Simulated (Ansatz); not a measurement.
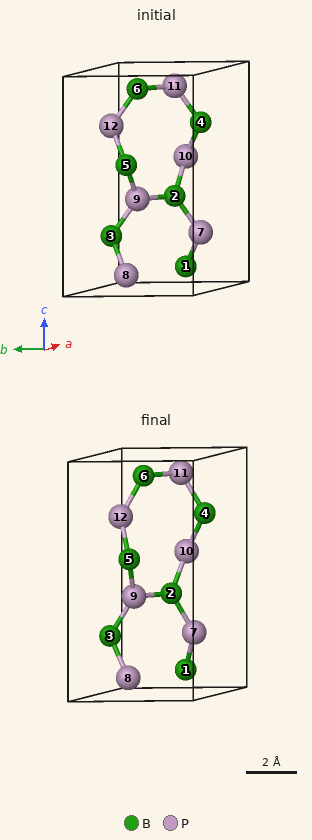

The structure of solid BP (a generated structure, set up in P6_122) (coarse preliminary run) before (top) and after (bottom) a relaxation, at one scale.

A ball-and-stick model of the cell of the calculation, seen from a free direction.

Level of theory: DFT PBE, scalar-relativistic, plane waves, PAW (Ansatz).

Input file:
```yaml
crystal:
  lattice:
    - [5.26404896, 0.0, 0.0]
    - [-2.63202448, 4.55880013, 0.0]
    - [0.0, 0.0, 8.93338677]
  atoms:
    - { symbol: B, position: [0.8, 0.4, 0.08333333] }
    - { symbol: B, position: [0.6, 0.4, 0.41666667] }
    - { symbol: B, position: [0.4, 0.8, 0.25] }
    - { symbol: B, position: [0.6, 0.2, 0.75] }
    - { symbol: B, position: [0.2, 0.6, 0.58333333] }
    - { symbol: B, position: [0.4, 0.6, 0.91666667] }
    - { symbol: P, position: [0.6, 0.2, 0.25] }
    - { symbol: P, position: [0.2, 0.6, 0.08333333] }
    - { symbol: P, position: [0.4, 0.6, 0.41666667] }
    - { symbol: P, position: [0.8, 0.4, 0.58333333] }
    - { symbol: P, position: [0.6, 0.4, 0.91666667] }
    - { symbol: P, position: [0.4, 0.8, 0.75] }
basis:
  ecutwfc: 420
kpoints:
  mp_grid: { grid: [6, 6, 2] }
hamiltonian:
  xc: pbe
scf:
  occupations: { method: gaussian, width: 0.1 }
  lower_state_search: "off"
output:
  forces: true
  stress: true
  eigenvalues: true
relax:
  adjacent_minimum: "off"
  f_tol: 0.04
  max_steps: 70
  cell: { stress_tol: 0.4 }
```

Command:
```bash
ansatz run input.yaml --threads 1 --pin off --max-ram 2560MiB --backend cpu --events-out ev --progress --plain --runs-dir out
```

### Summarise the run.

After 6 accepted moves (7 points after the start) the energy has fallen by 126 meV per atom. The largest force component goes from 0.072 to 0.004 eV/Å. Pressure: 8.27 GPa at the start and 0.08 GPa at the end. The SCF was repeated once at an unchanged geometry on a basis and grid sized afresh for the cell, which shifted the energy by 1.0 meV per atom at most. The largest moves relative to the cell, 0.28 Å, are those of P7, P8, P9, P10, P11 and P12. P12 goes along [−1 −2 0]. Largest moves by element: P 0.28 Å, B 0.20 Å. The drawn cell changes as follows: a = b 5.264 → 5.062 Å (−3.8 %), c 8.933 → 9.731 Å (+8.9 %); the volume changes by +0.7 %. Among the contacts that change: B1–P11 1.824 → 1.892 Å, B1–P8 1.824 → 1.832 Å. Among the angles between lasting bonds that change: B2–P10–B4 120.0° → 136.6°, B2–P10–B5 120.0° → 111.7°. The space group stays P6_122 (No. 178).
